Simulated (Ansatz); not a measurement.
Cell and atoms:

```yaml
crystal:
  lattice:
    - [11.47330, 0.00000, -0.05149]
    - [0.00000, 2.39672, 0.00000]
    - [-4.65387, 0.00000, 22.46876]
  atoms:
    - { symbol: Cu, position: [0.50000, 0.50000, 0.50000] }
```

> Summarise the structure in words.

The element is copper. The cell holds one atom. The coordination shell of Cu holds two Cu in a linear arrangement at 2.40 Å. The bonds build Cu chains along [010].

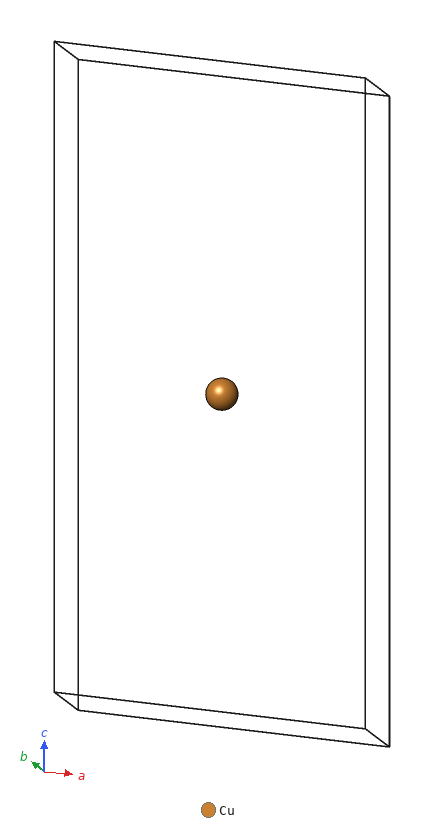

The crystal in a ball-and-stick representation, seen slightly off an axis. The edges of the simulation cell are marked. Colours: copper orange.

Its origin is a structure listed in the Materials Project. The cell was then strained or its atoms displaced on purpose. It was set up as input for a calculation with Ansatz.
